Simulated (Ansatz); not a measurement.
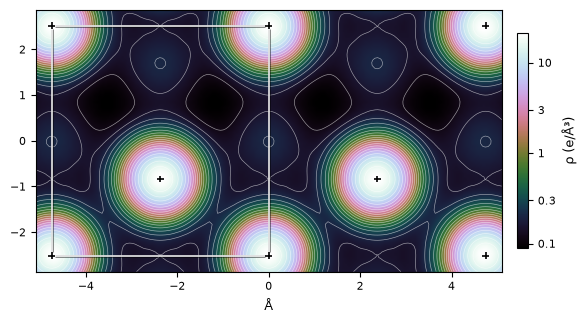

The valence electron density on a plane through atoms (crosses mark nuclei in the plane).

All numbers below come from DFT r2SCAN, scalar-relativistic, plane waves, PAW (Ansatz 0.2.0).

Candidates:
A. Ti, a = 2.90 Å, b = 2.90 Å, c = 4.68 Å, α = 90.00°, β = 90.00°, γ = 120.00°. Space group P6₃/mmc; changed on purpose from its base cell (band edges of the strained film's bulk); computed without spin polarisation.
B. WC, a = 3.18 Å, b = 3.18 Å, c = 4.17 Å, α = 90.00°, β = 90.00°, γ = 90.00°. Space group I4/mmm; a structure from a database of computed crystals, not necessarily the ambient phase; changed on purpose from its base cell (strain +0.025 along x and y, -0.050 along z, atoms carried along).
C. Ag, a = 2.90 Å, b = 2.90 Å, c = 4.75 Å, α = 90.00°, β = 90.00°, γ = 120.00°. Space group P6₃/mmc.

**Which system is this?**

Candidate C: Ag on the (110) plane of the conventional cell, which holds Ag. Ag–Ag (2.91 Å): ρ at the midpoint is about 0.2 e/Å³.
